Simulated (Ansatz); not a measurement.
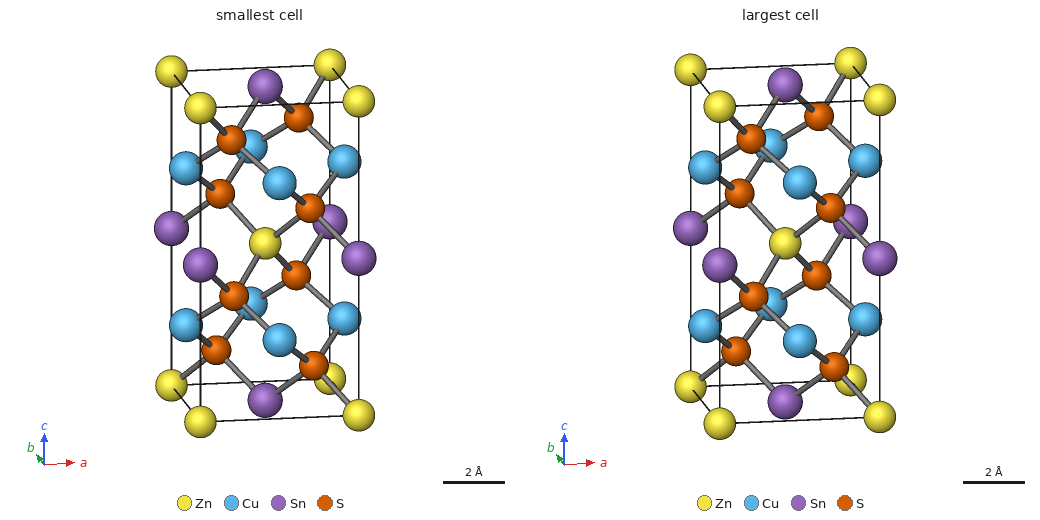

ZnCu₂SnS₄, space group I-42m (No. 121), relaxed (cell and atoms, zero pressure) with four choices of dispersion term on top of PBEsol; the smallest and the largest of the relaxed conventional cells are drawn to one scale (sticks follow a distance rule). The start was a structure listed in the Materials Project. Other forms of this composition are known.

Alike in all runs: Ansatz 0.2.0; functional PBEsol; potentials Ansatz PAW; cutoff 420 eV; k mesh 7 × 7 × 7 on the run's cell of 8 atoms; occupations fermi-dirac, width 0.05 eV; no spin polarisation; no spin-orbit coupling. All runs are metallic.

| level | volume (Å³/atom) | a (Å) | c (Å) |
| --- | --- | --- | --- |
| D3(BJ) | 18.83 | 5.318 | 10.651 |
| none | ? | ? | ? |
| D4 | 19.02 | 5.337 | 10.688 |
| D3(BJ)-ATM | 18.92 | 5.327 | 10.668 |

Fill in the row of none.

Volume 19.41 Å³/atom; a 5.372 Å; c 10.758 Å. That is the largest volume of all.

Order the levels by the relaxed volume, smallest first.

D3(BJ) (18.83 Å³/atom), D3(BJ)-ATM (18.92 Å³/atom), D4 (19.02 Å³/atom), none (19.41 Å³/atom). Rows within a few tenths of a per cent can't be told apart.

Caveat: the plane-wave basis is chosen anew once the cell has moved, so the energies of steps on either side of that aren't comparable; the run has no spin polarisation, though such a crystal can be magnetic; pairwise dispersion terms can overbind metals strongly.
